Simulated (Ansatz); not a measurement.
## Cu: geometry relaxation

Cu (2 atoms in the cell), computed with DFT PBEsol, scalar-relativistic, plane waves, PAW, no spin polarisation (Ansatz 0.2.0).

The structure derives from a Materials Project entry. Figures and captions count atoms from 1; the log counts them from 0 in places.

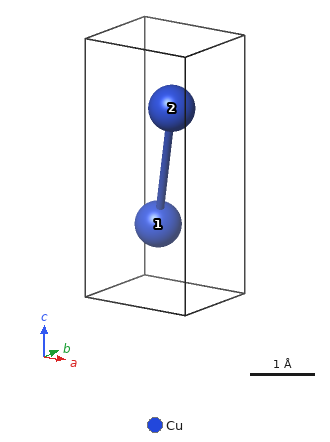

**Figure 1.** The input geometry (ball-and-stick view of the cell of the calculation, seen slightly off an axis; atoms are numbered from 1 in the order of the input). An atom can appear more than once, as a periodic image. Near neighbours in the periodic cell (some may lie outside the picture): Cu has 12 Cu at 2.52 to 2.53 Å.

**Summary**

| quantity | value |
| --- | --- |
| outcome | converged |
| space group (tolerance 0.01 Å) | P6₃/mmc (194) |
| electrons treated | 38 |
| free energy | −13177.5254 eV |
| Fermi energy | 17.438 eV |
| gap on the k-point mesh | none (metallic) |
| pressure | 0.02 GPa |
| final volume | 22.65 Å³ |
| largest force (length of the vector) at the end | under 0.001 eV/Å |
| final cell | a = 2.521 Å, b = 2.521 Å, c = 4.117 Å, α = 90.00°, β = 90.00°, γ = 120.00° |
| hardware | 2 threads of Intel Xeon @ 2.50GHz (Skylake/Cascade Lake), 16 GiB of memory available, shared host |
| wall time | 16 s (CPU time 30 s) |
| peak memory | 0.46 GiB |

**The input**
```yaml
crystal:
  lattice:
    - [2.5340966698, 0.0, 0.0]
    - [-1.2670483349, 2.1945920917, 0.0]
    - [0.0, 0.0, 4.112571]
  atoms:
    - { symbol: Cu, position: [0.33333333, 0.66666667, 0.25] }
    - { symbol: Cu, position: [0.66666667, 0.33333333, 0.75] }
basis:
  ecutwfc: 420
kpoints:
  mp_grid: { grid: [18, 18, 10] }
hamiltonian:
  xc: pbesol
scf:
  occupations: { method: gaussian, width: 0.1 }
output:
  forces: true
  stress: true
  eigenvalues: true
relax:
  adjacent_minimum: "off"
  f_tol: 0.005
  max_steps: 80
  cell: { stress_tol: 0.05 }
```

Launched with:
```bash
ansatz run input.yaml --threads 2 --pin off --max-ram 5120MiB --backend cpu --events-out ev --progress --plain --runs-dir out
```

**The program's output**
```
Engine: ansatz 0.2.0, x86_64-unknown-linux-gnu
Pseudopotentials: kind: paw
Pseudopotential: Cu, paw, valence charge 19, recommended cutoff 420 eV (normal), Cu.paw.azcp
Functional definition: PBEsol
  exchange = pbesol_x
  correlation = pbesol_c
Crystal: 2 atoms, lattice volume = 22.871 Å³
Basis set: ecut = 420 eV, 451 PW (Γ), exchange–correlation on 36×36×60 points (8 copies of the dense FFT grid, shifted against one another)
Bands: 23, of which v1, the nominal top of the filled ones, is band 19 counted from 1 (18 counted from 0)
Symmetry: 24 space group operations
Space group: P63/mmc (ITA 194), of the structure as read, at distance tolerance 2.8e-5 Å
k-points: 222 of 3240
Non-local potential: Cu, projectors of the file, l = 0: 3, l = 1: 2, l = 2: 3, l = 3: 1
PAW form: soft (Blöchl's): semilocal exchange-correlation on the pseudo side does not see the compensation charge
PAW frozen core: Cu, regenerated for the run's functional, and the local potential with it (the file was generated under x = pbe(κ = 0.804, μ = 0.2195149727645171), c = pbe(β = 0.06672455060314922))
PAW one-centre angular grid: Cu, 590 points (default); XC on 64 Gauss nodes
Initial density: superposition of atomic densities (neutral atoms: chi_scale 0, normalization atom), corrected by the library's trained network
Initial wavefunctions: pseudopotential atomic-orbital guess
Functional: x = pbesol(κ = 0.804, μ = 0.12345679012345678), c = pbesol(β = 0.046)
SCF iter   1: F=—  HF=-13177.536736 eV  |F-HF|=—  |Δ(HF+E_count)|=         —  Δρ=2.19e-2  dr2=5.69e-2  ethr=1.77e-3  ⟨swp⟩=4.9  Hψ=18743  notcnv=0
preconditioner: auto → none  [metal: Δε(μ)=0.007 eV  Ē_g=10.997 eV  σ=0.100 eV  W_gap=0.04  n_scr=8 (ndim 8)  ℏωp=36.4 eV  f_vac=0.000  D(μ)=0.96/eV (n_scr^D=2)  sad-step TF]
SCF iter   2: F=—  HF=-13177.524788 eV  |F-HF|=—  |Δ(HF+E_count)|=   1.19e-2  Δρ=5.45e-3  dr2=3.89e-3  ethr=1.50e-4  ⟨swp⟩=2.5  Hψ=9417  notcnv=0  defer=42
SCF iter   3: F=—  HF=-13177.524037 eV  |F-HF|=—  |Δ(HF+E_count)|=   7.51e-4  Δρ=1.41e-3  dr2=2.58e-4  ethr=1.02e-5  ⟨swp⟩=1.0  Hψ=5075  notcnv=0  defer=42
SCF iter   4: F=—  HF=-13177.523949 eV  |F-HF|=—  |Δ(HF+E_count)|=   8.77e-5  Δρ=8.60e-5  dr2=6.64e-7  ethr=6.79e-7  ⟨swp⟩=2.4  Hψ=7310  notcnv=0  defer=42
SCF iter   5: F=—  HF=-13177.523954 eV  |F-HF|=—  |Δ(HF+E_count)|=   4.80e-6  Δρ=8.89e-6  dr2=3.32e-9  ethr=1.75e-9  ⟨swp⟩=2.0  Hψ=7791  notcnv=0  defer=42
SCF iter   6: F=-13177.523954 eV  HF=-13177.523954 eV  |F-HF|=2.55e-11  |Δ(HF+E_count)|=   8.09e-9  Δρ=5.65e-7  dr2=3.17e-11  ethr=8.73e-12  ⟨swp⟩=2.4  Hψ=16989  notcnv=0
SCF 1 converged in 6 iterations: F = -13177.523954 eV  dr2 = 3.17e-11
  greatest PAW one-centre occupation: 1.000 electrons in one spin orbital (limit 2), on the Cu atom at site 1 (counted from 0), in its partial waves of l = 0
relax step   1: F+E_penalty+E_count = -13177.52395414 eV  Δ(F+E_penalty+E_count) = +0.000e0 eV  max|allowed force component| = 9.252e-18 eV/Å  Δτ_max = 0.0000 Å  P = -1.550 GPa  Ω = 22.871 Å³  (6 SCF iters, dr2 threshold 1.00e-7 eV, accepted)
Crystal: 2 atoms, lattice volume = 22.762 Å³
Initial density: handed on by an earlier stage of this run
Initial wavefunctions: those handed on with the density
iter 1 solved again at ethr=1.57e-6 eV; its pass at ethr=3.10e-3 eV (dr2=5.95e-4 eV) is discarded
SCF iter   1: F=—  HF=-13177.525172 eV  |F-HF|=—  |Δ(HF+E_count)|=         —  Δρ=1.99e-3  dr2=5.73e-4  ethr=1.57e-6  ⟨swp⟩=2.4  Hψ=23140  notcnv=0
preconditioner: auto → none  [metal: Δε(μ)=0.003 eV  Ē_g=11.132 eV  σ=0.100 eV  W_gap=0.02  n_scr=8 (ndim 8)  ℏωp=36.5 eV  f_vac=0.000  D(μ)=0.93/eV (n_scr^D=2)]
SCF iter   2: F=—  HF=-13177.525058 eV  |F-HF|=—  |Δ(HF+E_count)|=   1.14e-4  Δρ=1.71e-4  dr2=2.34e-6  ethr=1.51e-6  ⟨swp⟩=2.1  Hψ=6923  notcnv=0
SCF iter   3: F=—  HF=-13177.525043 eV  |F-HF|=—  |Δ(HF+E_count)|=   1.44e-5  Δρ=1.23e-4  dr2=2.68e-6  ethr=6.15e-9  ⟨swp⟩=2.0  Hψ=9343  notcnv=0
iter 4 did not close the SCF: its close was put off for the readings that it lacked (scf_convergence_deferred on its scf_iter line)
SCF iter   4: F=-13177.525043 eV  HF=-13177.525043 eV  |F-HF|=2.95e-8  |Δ(HF+E_count)|=   6.58e-7  Δρ=1.55e-5  dr2=1.10e-8  ethr=6.15e-9  ⟨swp⟩=2.1  Hψ=6819  notcnv=0
iter 5 did not close the SCF: its close was put off for the readings that it lacked (scf_convergence_deferred on its scf_iter line)
SCF iter   5: F=-13177.525043 eV  HF=-13177.525043 eV  |F-HF|=3.68e-9  |Δ(HF+E_count)|=   3.70e-8  Δρ=4.13e-6  dr2=1.86e-9  ethr=2.90e-11  ⟨swp⟩=2.0  Hψ=9343  notcnv=0
SCF iter   6: F=-13177.525043 eV  HF=-13177.525043 eV  |F-HF|=7.28e-12  |Δ(HF+E_count)|=  8.08e-10  Δρ=2.77e-7  dr2=6.25e-12  ethr=4.90e-12  ⟨swp⟩=2.0  Hψ=14535  notcnv=0
SCF 2 converged in 6 iterations: F = -13177.525043 eV  dr2 = 6.25e-12
relax step   2: F+E_penalty+E_count = -13177.52504274 eV  Δ(F+E_penalty+E_count) = -1.089e-3 eV  max|allowed force component| = 1.388e-17 eV/Å  Δτ_max = 0.0000 Å  P = -0.793 GPa  Ω = 22.762 Å³  energy of the carried Pulay correction = +8.064e-5 eV  (6 SCF iters, dr2 threshold 2.00e-7 eV, accepted)
Crystal: 2 atoms, lattice volume = 22.644 Å³
iter 1 solved again at ethr=1.89e-6 eV; its pass at ethr=3.10e-3 eV (dr2=7.19e-4 eV) is discarded
SCF iter   1: F=—  HF=-13177.525714 eV  |F-HF|=—  |Δ(HF+E_count)|=         —  Δρ=2.20e-3  dr2=6.90e-4  ethr=1.89e-6  ⟨swp⟩=2.2  Hψ=23448  notcnv=0
preconditioner: auto → none  [metal: Δε(μ)=0.011 eV  Ē_g=11.181 eV  σ=0.100 eV  W_gap=0.06  n_scr=8 (ndim 8)  ℏωp=36.6 eV  f_vac=0.000  D(μ)=0.95/eV (n_scr^D=2)]
SCF iter   2: F=—  HF=-13177.525576 eV  |F-HF|=—  |Δ(HF+E_count)|=   1.38e-4  Δρ=2.11e-4  dr2=3.24e-6  ethr=1.82e-6  ⟨swp⟩=2.1  Hψ=7037  notcnv=0
SCF iter   3: F=—  HF=-13177.525566 eV  |F-HF|=—  |Δ(HF+E_count)|=   1.07e-5  Δρ=1.47e-4  dr2=3.59e-6  ethr=8.51e-9  ⟨swp⟩=2.0  Hψ=9346  notcnv=0
iter 4 did not close the SCF: its close was put off for the readings that it lacked (scf_convergence_deferred on its scf_iter line)
SCF iter   4: F=-13177.525565 eV  HF=-13177.525565 eV  |F-HF|=3.80e-8  |Δ(HF+E_count)|=   8.41e-7  Δρ=1.87e-5  dr2=1.73e-8  ethr=8.51e-9  ⟨swp⟩=2.1  Hψ=6724  notcnv=0
iter 5 did not close the SCF: its close was put off for the readings that it lacked (scf_convergence_deferred on its scf_iter line)
SCF iter   5: F=-13177.525565 eV  HF=-13177.525565 eV  |F-HF|=5.62e-9  |Δ(HF+E_count)|=   4.69e-8  Δρ=5.06e-6  dr2=2.75e-9  ethr=4.54e-11  ⟨swp⟩=2.0  Hψ=9343  notcnv=0
SCF iter   6: F=-13177.525565 eV  HF=-13177.525565 eV  |F-HF|=1.82e-11  |Δ(HF+E_count)|=   1.23e-9  Δρ=4.13e-7  dr2=1.40e-11  ethr=7.23e-12  ⟨swp⟩=2.0  Hψ=14689  notcnv=0
SCF 3 converged in 6 iterations: F = -13177.525565 eV  dr2 = 1.40e-11
relax step   3: F+E_penalty+E_count = -13177.52556480 eV  Δ(F+E_penalty+E_count) = -5.221e-4 eV  max|allowed force component| = 1.850e-17 eV/Å  Δτ_max = 0.0000 Å  P = +0.052 GPa  Ω = 22.644 Å³  energy of the carried Pulay correction = +1.684e-4 eV  (6 SCF iters, dr2 threshold 2.00e-7 eV, accepted)
Crystal: 2 atoms, lattice volume = 22.650 Å³
iter 1 solved again at ethr=4.21e-9 eV; its pass at ethr=3.10e-3 eV (dr2=1.60e-6 eV) is discarded
SCF iter   1: F=—  HF=-13177.525565 eV  |F-HF|=—  |Δ(HF+E_count)|=         —  Δρ=1.03e-4  dr2=1.52e-6  ethr=4.21e-9  ⟨swp⟩=2.1  Hψ=23746  notcnv=0
preconditioner: auto → none  [metal: Δε(μ)=0.011 eV  Ē_g=11.190 eV  σ=0.100 eV  W_gap=0.06  n_scr=8 (ndim 8)  ℏωp=36.6 eV  f_vac=0.000  D(μ)=0.95/eV (n_scr^D=2)]
SCF iter   2: F=—  HF=-13177.525563 eV  |F-HF|=—  |Δ(HF+E_count)|=   2.61e-6  Δρ=1.21e-5  dr2=9.77e-9  ethr=4.00e-9  ⟨swp⟩=2.1  Hψ=7109  notcnv=0
iter 3 did not close the SCF: its close was put off for the readings that it lacked (scf_convergence_deferred on its scf_iter line)
SCF iter   3: F=-13177.525563 eV  HF=-13177.525563 eV  |F-HF|=5.73e-9  |Δ(HF+E_count)|=   1.81e-8  Δρ=7.52e-6  dr2=8.64e-9  ethr=2.57e-11  ⟨swp⟩=2.0  Hψ=9333  notcnv=0
iter 4 did not close the SCF: its close was put off for the readings that it lacked (scf_convergence_deferred on its scf_iter line)
SCF iter   4: F=-13177.525563 eV  HF=-13177.525563 eV  |F-HF|=1.06e-10  |Δ(HF+E_count)|=   1.85e-9  Δρ=1.08e-6  dr2=6.41e-11  ethr=2.27e-11  ⟨swp⟩=2.2  Hψ=6778  notcnv=0
iter 5 did not close the SCF: its close was put off for the readings that it lacked (scf_convergence_deferred on its scf_iter line)
SCF iter   5: F=-13177.525563 eV  HF=-13177.525563 eV  |F-HF|=1.27e-11  |Δ(HF+E_count)|=  1.29e-10  Δρ=2.16e-7  dr2=5.15e-12  ethr=1.00e-12  ⟨swp⟩=2.2  Hψ=7401  notcnv=0
SCF iter   6: F=-13177.525563 eV  HF=-13177.525563 eV  |F-HF|=1.82e-12  |Δ(HF+E_count)|=  1.82e-12  Δρ=1.95e-8  dr2=2.99e-14  ethr=1.00e-12  ⟨swp⟩=1.0  Hψ=11133  notcnv=0
SCF 4 converged in 6 iterations: F = -13177.525563 eV  dr2 = 2.99e-14
relax step   4: F+E_penalty+E_count = -13177.52556282 eV  Δ(F+E_penalty+E_count) = +1.977e-6 eV  max|allowed force component| = 2.313e-18 eV/Å  Δτ_max = 0.0000 Å  P = +0.010 GPa  Ω = 22.650 Å³  energy of the carried Pulay correction = +1.640e-4 eV  (6 SCF iters, dr2 threshold 2.60e-8 eV, accepted)
Initial wavefunctions: pseudopotential atomic-orbital guess (no wavefunctions were taken with the density)
iter 1 solved again at ethr=8.25e-10 eV; its pass at ethr=3.10e-3 eV (dr2=3.13e-7 eV) is discarded
SCF iter   1: F=—  HF=-13177.525394 eV  |F-HF|=—  |Δ(HF+E_count)|=         —  Δρ=2.73e-5  dr2=2.11e-8  ethr=8.25e-10  ⟨swp⟩=4.3  Hψ=36711  notcnv=0
SCF iter   2: F=—  HF=-13177.525392 eV  |F-HF|=—  |Δ(HF+E_count)|=   2.40e-6  Δρ=1.56e-5  dr2=2.06e-8  ethr=5.55e-11  ⟨swp⟩=2.0  Hψ=9131  notcnv=0
SCF iter   3: F=—  HF=-13177.525392 eV  |F-HF|=—  |Δ(HF+E_count)|=   4.87e-9  Δρ=5.76e-6  dr2=2.58e-9  ethr=5.41e-11  ⟨swp⟩=2.1  Hψ=6494  notcnv=0
iter 4 did not close the SCF: its close was put off for the readings that it lacked (scf_convergence_deferred on its scf_iter line)
SCF iter   4: F=-13177.525392 eV  HF=-13177.525392 eV  |F-HF|=1.64e-11  |Δ(HF+E_count)|=  7.04e-10  Δρ=6.19e-7  dr2=1.81e-11  ethr=6.79e-12  ⟨swp⟩=2.5  Hψ=8488  notcnv=0
iter 5 did not close the SCF: its close was put off for the readings that it lacked (scf_convergence_deferred on its scf_iter line)
SCF iter   5: F=-13177.525392 eV  HF=-13177.525392 eV  |F-HF|=1.82e-12  |Δ(HF+E_count)|=  1.64e-11  Δρ=3.02e-8  dr2=8.59e-14  ethr=1.00e-12  ⟨swp⟩=1.0  Hψ=5106  notcnv=0
iter 6 did not close the SCF: its close was put off for the readings that it lacked (scf_convergence_deferred on its scf_iter line)
SCF iter   6: F=-13177.525392 eV  HF=-13177.525392 eV  |F-HF|=0.00e0  |Δ(HF+E_count)|=    0.00e0  Δρ=4.66e-9  dr2=1.59e-15  ethr=1.00e-12  ⟨swp⟩=1.0  Hψ=5106  notcnv=0
iter 7 did not close the SCF: its close was put off for the readings that it lacked (scf_convergence_deferred on its scf_iter line)
SCF iter   7: F=-13177.525392 eV  HF=-13177.525392 eV  |F-HF|=1.82e-12  |Δ(HF+E_count)|=  3.64e-12  Δρ=2.33e-10  dr2=4.88e-18  ethr=1.00e-12  ⟨swp⟩=1.0  Hψ=5106  notcnv=0
SCF iter   8: F=-13177.525392 eV  HF=-13177.525392 eV  |F-HF|=0.00e0  |Δ(HF+E_count)|=  1.82e-12  Δρ=2.43e-11  dr2=5.77e-20  ethr=1.00e-12  ⟨swp⟩=1.5  Hψ=11826  notcnv=0
SCF 5 converged in 8 iterations: F = -13177.525392 eV  dr2 = 5.77e-20
relax step   5: F+E_penalty+E_count = -13177.52539152 eV  Δ(F+E_penalty+E_count) = +1.713e-4 eV  max|allowed force component| = 1.850e-17 eV/Å  Δτ_max = 0.0000 Å  P = +0.019 GPa  Ω = 22.650 Å³  stress off target by 2.94e-2 GPa  SCF on the basis re-selected at this cell (its energy is not comparable with the rows above)  (8 SCF iters)
```

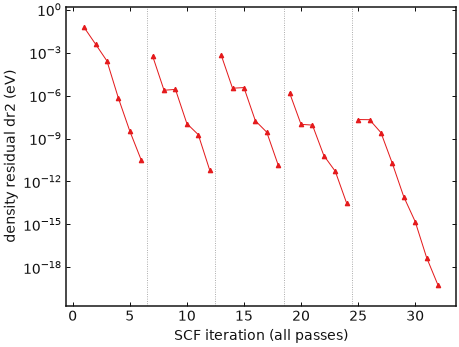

**Figure 2.** Convergence of the self-consistent field: density residual dr2 against the SCF iteration. The dotted lines part the SCF passes of the relaxation: geometry steps, rejected trials and re-solves on a re-selected basis. The 5 passes take 6 to 8 iterations each, 32 in all.

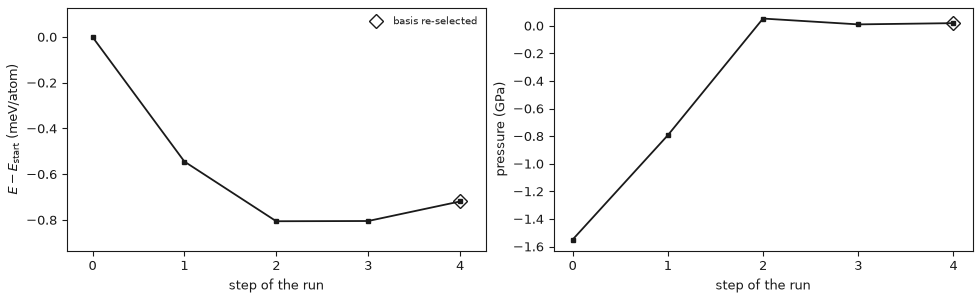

**Figure 3.** Progress of the relaxation, step by step (the first geometry is step 0 here and step 1 in the log).

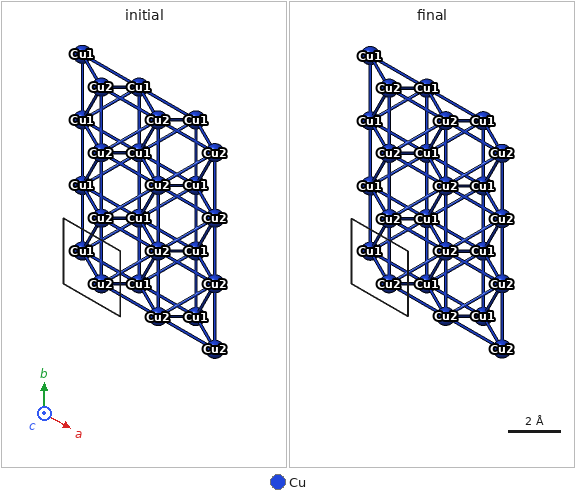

**Figure 4.** Before (left) and after (right) the relaxation, at one scale (ball-and-stick view of the cell of the calculation, repeated 3 × 4 × 1, along the c axis). The energy falls by 0.8 meV per atom in 3 geometry steps. All forces vanish by symmetry, so only the cell relaxes. The pressure goes from −1.55 to 0.02 GPa. The atoms keep their places relative to the cell (all moves are under 0.005 Å). The drawn cell changes as follows: a = b 2.534 → 2.521 Å (−0.5 %), c 4.113 → 4.117 Å (+0.1 %); the volume changes by −1.0 %. Among the contacts that change: Cu1–Cu1 2.534 → 2.521 Å. The space group stays P6_3/mmc (No. 194). A last SCF at the same geometry on a re-selected plane-wave basis shifts the energy by +0.1 meV per atom. (Atoms are counted from 1 in the order of the input.)

```
basis re-selected at this cell: Δ(F+E_penalty+E_count) = +1.713e-4 eV, ΔP = +0.009 GPa vs the last step (what re-selecting the basis moved, of the pressure what is left beyond the Pulay correction that the steps carried, after the strain that the cell walked since its last selection, with what the two solves' SCF thresholds leave and, on support functions, any second-order correction that the steps lacked; it is no measure of the basis error at this ecutwfc). This SCF's stress stands 2.94e-2 GPa from its target on what of the cell is left free (relax.cell.stress_tol is 5.00e-2 GPa) and its largest allowed force component is 1.85e-17 eV/Å (relax.f_tol is 5.00e-3 eV/Å): within both
SCF converged after 8 iterations
Free energy (F): -13177.525392 eV
Harris-Foulkes:  -13177.525392 eV  (|F-HF|=0.00e0)
Internal energy: -13177.520646 eV  (E = F + TS)
E sigma→0 (E₀):  -13177.523019 eV
Entropy (-TS):   -0.004746 eV (-2.373 meV/atom)
Fermi energy:    17.438478 eV
--- Per-component energies (eV) ---
  E_band       = -691.716677
  E_kinetic    = 601.274480
  E_local      = -7944.376728  (includes V_loc(G=0)·N_el)
  E_nonlocal   = 782.186316
  E_hartree    = 3498.946854
  E_xc         = -178.787867
  E_vxc        = -231.758941  (∫ρ·V_xc dr)
  E_paw        = -3251.642662  (= ΣΔE_a)
  E_vpaw       = -896.936011  (= ΣTr[D̂ρ^β])
  E_aug_tail   = 0.000499  (compensation charges beyond the density's cutoff)
  E_ewald      = -6685.533943
  E_core_change = 0.412404  (= ΣΔE_core)
  E_smearing   = -0.004746  (= −TS)
  E_closure    = -0.000000  (closes the sum)
  Σ components = -13177.525392   (vs F -13177.525392, Δ=0.00e0)
--- Forces (eV/Å), atoms counted from 1 ---
  atom   1  Cu     0.00000000    -0.00000000    -0.00000000
  atom   2  Cu    -0.00000000     0.00000000     0.00000000
  max |Σ_I F_I| component: 0.00e0 eV/Å
--- Stress (GPa, compression-positive) ---
        0.014057       0.000000      -0.000000
       -0.000000       0.014057       0.000000
       -0.000000      -0.000000       0.029374
  P = ⅓ Tr σ = 0.0192 GPa (0.192 kbar)
--- Band table (eV; the first three rows and the last of 222) ---
  k-point 0: bands = ["-94.8491", "-94.8321", "-52.4295", "-52.3197", "-52.3197", "-52.3013", "-52.3005", "-52.3005", "7.7310", "12.1514", "14.3627", "14.4315", "14.4315", "14.6576", "14.6576", "14.9659", "14.9659", "15.7744", "15.7744", "16.2927", "21.4532", "39.1777", "39.7086"]
  k-point 1: bands = ["-94.8487", "-94.8325", "-52.4264", "-52.3192", "-52.3192", "-52.3044", "-52.3010", "-52.3010", "7.8252", "12.0942", "14.3433", "14.4124", "14.4124", "14.6382", "14.6382", "15.0109", "15.0109", "15.7693", "15.7693", "15.8773", "22.1061", "39.1848", "39.8032"]
  k-point 2: bands = ["-94.8475", "-94.8338", "-52.4174", "-52.3178", "-52.3178", "-52.3136", "-52.3023", "-52.3023", "8.1050", "11.8792", "14.2889", "14.3762", "14.3762", "14.5860", "14.5860", "15.0860", "15.1221", "15.1221", "15.7499", "15.7499", "23.6497", "38.0211", "39.2596"]
  k-point 221: bands = ["-94.8279", "-94.8279", "-52.4039", "-52.4039", "-52.3785", "-52.3785", "-52.3270", "-52.3270", "13.4073", "13.4073", "13.5113", "13.5113", "14.0714", "14.0714", "14.9610", "14.9610", "15.8020", "15.8020", "21.6094", "21.6094", "23.1523", "23.1523", "24.6417"]
--- Relaxed structure (4 steps of the walk, 4 accepted, 1 SCFs on fresh bases) ---
  F+E_penalty+E_count = -13177.52539152 eV   max|allowed force component| = 1.850e-17 eV/Å   (the final SCF, on the basis selected at the relaxed cell)
  cell:  # Å, volume = 22.6499 Å³
    - [2.5205910259241624, -5.1007685401495844e-33, -1.6477201744865232e-34]
    - [-1.2602955129620812, 2.1828958610014046, -1.7739846948274342e-19]
    - [-4.534302193304583e-34, -3.324370865089763e-19, 4.116523269785078]
  atoms:
    - { symbol: Cu, position: [0.3333333333333333, 0.6666666666666666, 0.24999999999999997] }
    - { symbol: Cu, position: [0.6666666666666666, 0.3333333333333333, 0.75] }
```

**Trajectory as extended XYZ (Å, eV, eV/Å), 5 frames, from step=1 to step=5**
```
2
Lattice="2.5341 0.0000 0.0000 -1.2670 2.1946 0.0000 0.0000 0.0000 4.1126" Properties=species:S:1:pos:R:3:forces:R:3 step=1 energy=-13177.52395 pressure_GPa=-1.55
Cu    0.0000    1.4631    1.0281    0.0000   0.0000   0.0000
Cu    1.2670    0.7315    3.0844    0.0000   0.0000   0.0000
2
Lattice="2.5282 0.0000 0.0000 -1.2641 2.1895 0.0000 0.0000 0.0000 4.1121" Properties=species:S:1:pos:R:3:forces:R:3 step=2 energy=-13177.52504 pressure_GPa=-0.79
Cu    0.0000    1.4597    1.0280    0.0000   0.0000   0.0000
Cu    1.2641    0.7298    3.0840    0.0000   0.0000   0.0000
2
Lattice="2.5206 0.0000 0.0000 -1.2603 2.1829 0.0000 0.0000 0.0000 4.1154" Properties=species:S:1:pos:R:3:forces:R:3 step=3 energy=-13177.52556 pressure_GPa=0.05
Cu    0.0000    1.4553    1.0289    0.0000   0.0000   0.0000
Cu    1.2603    0.7276    3.0866    0.0000   0.0000   0.0000
2
Lattice="2.5206 0.0000 0.0000 -1.2603 2.1829 0.0000 0.0000 0.0000 4.1165" Properties=species:S:1:pos:R:3:forces:R:3 step=4 energy=-13177.52556 pressure_GPa=0.01
Cu    0.0000    1.4553    1.0291    0.0000   0.0000   0.0000
Cu    1.2603    0.7276    3.0874    0.0000   0.0000   0.0000
2
Lattice="2.5206 0.0000 0.0000 -1.2603 2.1829 0.0000 0.0000 0.0000 4.1165" Properties=species:S:1:pos:R:3:forces:R:3 step=5 energy=-13177.52539 pressure_GPa=0.02
Cu    0.0000    1.4553    1.0291    0.0000   0.0000   0.0000
Cu    1.2603    0.7276    3.0874    0.0000   0.0000   0.0000
```
